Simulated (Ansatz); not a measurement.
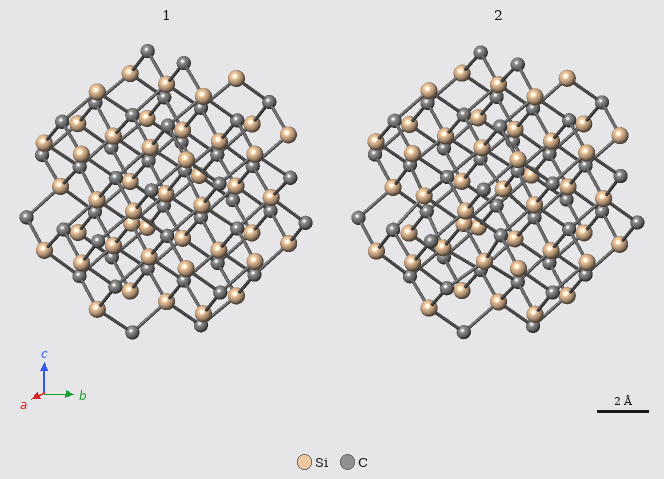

Two geometries of a defect cell of composition Si33C31 (cell charge −1), drawn at one scale. One is the start of a relaxation, the other its converged end. The picture is a ball-and-stick view of the atoms within 5.8 Å of the atom that moves most (axes of the cell of the calculation (origin shifted)), seen slightly off an axis.

Method: DFT, PBEsol, PAW, plane waves in Ansatz 0.2.0. (plane-wave cutoff 420 eV; k-point mesh 1 × 1 × 1; mesh shifted by (0.25, 0.25, 0.25); collinear spin; atoms relaxed in a fixed cell; force threshold 0.03 eV/Å; at most 80 steps)

Q: Which one is relaxed?

A: Structure 2 is the relaxed one. The atoms of the start lie slightly off their symmetric places, so part of the fall in energy undoes that. Over 5 geometry steps the energy falls by 6.302 eV per cell of the calculation. Largest force component: 7.6 eV/Å at the start, 0.0094 eV/Å at the end. The largest moves, 0.31 Å, are those of Si atoms. Largest moves by element: Si 0.31 Å, C 0.11 Å. The cell stays as it was. Some distances before and after: Si–Si 3.034 → 3.523 Å, Si–Si 3.059 → 3.526 Å, Si–Si 3.087 → 3.523 Å, Si–Si 1.844 → 2.158 Å. Bond angles that change, for instance: Si–C–Si 111.4° → 101.5°, Si–Si–C 111.9° → 102.6°, Si–Si–C 111.1° → 102.9°.

Limits of the set-up: the cell is charged, on a uniform background, and energies carry no finite-size correction.
